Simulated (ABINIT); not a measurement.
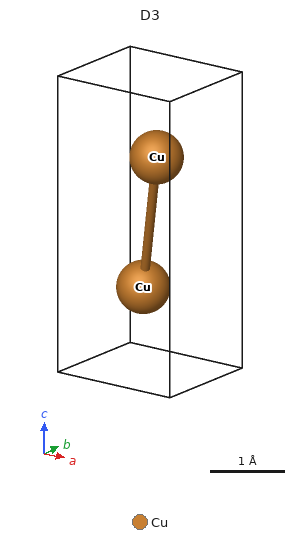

Crystalline Cu (set up in P6_3/mmc), relaxed (cell and atoms) with several dispersion corrections. The picture shows the result with D3. Style: ball-and-stick. Shown: the cell of the calculation, slightly off an axis.

Computed with ABINIT 10.8.3: PBE, JTH PAW PBE v2.0. (plane-wave cutoff 707.5 eV; k-point mesh 8 × 8 × 5; occupations fermi-dirac; smearing width 0.05 eV; optimiser BFGS; force threshold 0.02 eV/Å; no spin polarisation)

```
dispersion correction  volume (Å³/atom)  a (Å)  c (Å)
                   D3            11.355  2.530  4.097
                 none                 ?      ?      ?
               D3(BJ)            11.348  2.529  4.097
                   D4            11.460  2.539  4.107
```

**Estimate the missing row from the others, and compare with the calculation.**

With none the volume is the largest of the series, above D4 (11.460). The calculation gives 12.033 Å³/atom (a = 2.581 Å, c = 4.172 Å). In order of volume: D3(BJ) < D3 < D4 < none; the spread is 6.0 %.

Each member starts from this one structure; whether another phase lies lower wasn't checked.
